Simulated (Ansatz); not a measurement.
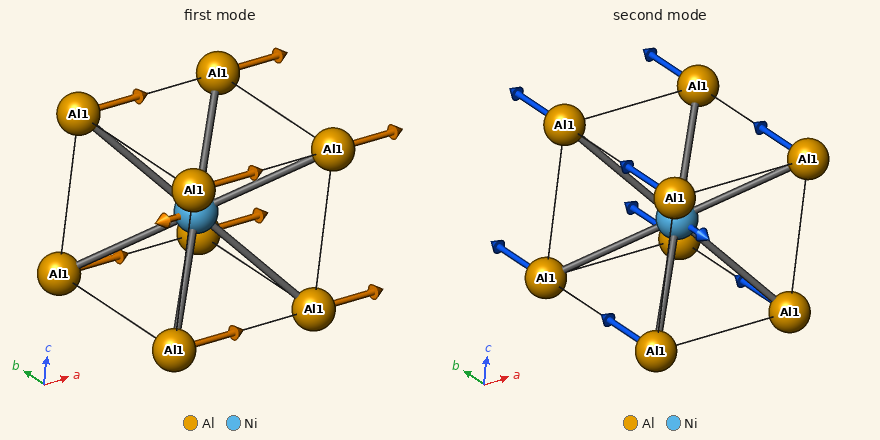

The system is AlNi (Pm-3m, No. 221; 2 atoms in the cell); the picture shows the reference structure; its two panels give the patterns of the first and the second mode as arrows. The energy is mapped over two normal modes frozen in (zone-centre modes of the 2-atom cell of this scan). Coordinates scanned: (1) amplitude of mode 4 (289 cm⁻¹), largest displacement; (2) amplitude of mode 5 (289 cm⁻¹), largest displacement. Nothing is relaxed (the cell and all other modes fixed). The grid has 11 × 11 points; 21 points were computed and 100 follow by symmetry. Points are written as (first, second). Energies: meV per cell, counted from the lowest grid point. The runs have no spin polarisation; a magnetic state may lie lower. Theory: DFT PBE, scalar-relativistic, plane waves, PAW in Ansatz 0.2.0. Settings: cutoff 520 eV, k-mesh 16×16×16, gaussian smearing 0.15 eV, no spin polarisation.

Its coordinates:

```yaml
crystal:
  lattice:
    - [2.89272, 0.00000, 0.00000]
    - [0.00000, 2.89272, 0.00000]
    - [0.00000, 0.00000, 2.89272]
  atoms:
    - { symbol: Al, position: [0.00000, 0.00000, 0.00000] }
    - { symbol: Ni, position: [0.50000, 0.50000, 0.50000] }
```

The input of one point:

```yaml
crystal:
  lattice:
    - [2.8927237805, 0.0, 0.0]
    - [0.0, 2.8927237805, 0.0]
    - [0.0, 0.0, 2.8927237805]
  atoms:
    - { symbol: Al, position: [0.0, 0.0, 0.0] }
    - { symbol: Ni, position: [0.5, 0.5, 0.5] }
basis:
  ecutwfc: 520.0
kpoints:
  mp_grid: { grid: [16, 16, 16] }
hamiltonian:
  xc: pbe
  pseudopotentials: { kind: paw, azcp: { folder: soft_1 } }
scf:
  occupations: { method: gaussian, width: 0.15 }
output:
  forces: true
  stress: true
  eigenvalues: true
```

Range: amplitude of mode 4 (289 cm⁻¹), largest displacement from −0.10 to 0.10 Å; amplitude of mode 5 (289 cm⁻¹), largest displacement from −0.10 to 0.10 Å.

Question: What landscape does the calculation give?

Answer: The lowest grid point is at (0.00 Å, 0.00 Å). It is the only kind of minimum in the scanned range. The highest grid point, (−0.10 Å, −0.10 Å), lies 125 meV above the lowest.

```tsv
second ↓, first →	−0.10	−0.08	−0.06	−0.04	−0.02	0.00	0.02	0.04	0.06	0.08	0.10
0.10	125	102	84	71	63	60	63	71	84	102	125
0.08	102	79	61	49	41	39	41	49	61	79	102
0.06	84	61	44	32	24	22	24	32	44	61	84
0.04	71	49	32	19	12	10	12	19	32	49	71
0.02	63	41	24	12	5	2	5	12	24	41	63
0.00	60	39	22	10	2	0	2	10	22	39	60
−0.02	63	41	24	12	5	2	5	12	24	41	63
−0.04	71	49	32	19	12	10	12	19	32	49	71
−0.06	84	61	44	32	24	22	24	32	44	61	84
−0.08	102	79	61	49	41	39	41	49	61	79	102
−0.10	125	102	84	71	63	60	63	71	84	102	125
```

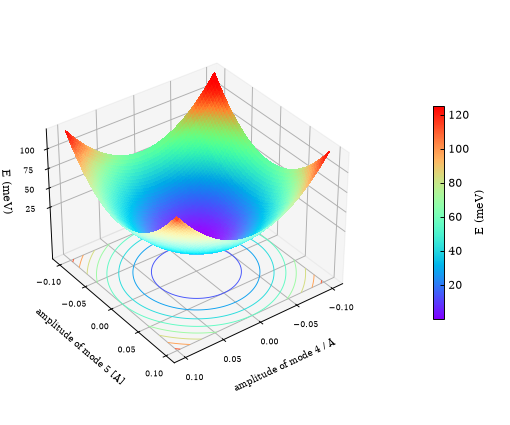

Drawn: a relief with its contours projected below. Between grid points the surface is interpolated.

Each point was launched as `ansatz run input.yaml --threads 2 --pin off --max-ram 4096MiB --backend cpu --events-out ev --progress --plain --runs-dir out`. The whole map (21 points run) took 12 min on 2 threads of Arm Neoverse N1, with other jobs on the host.
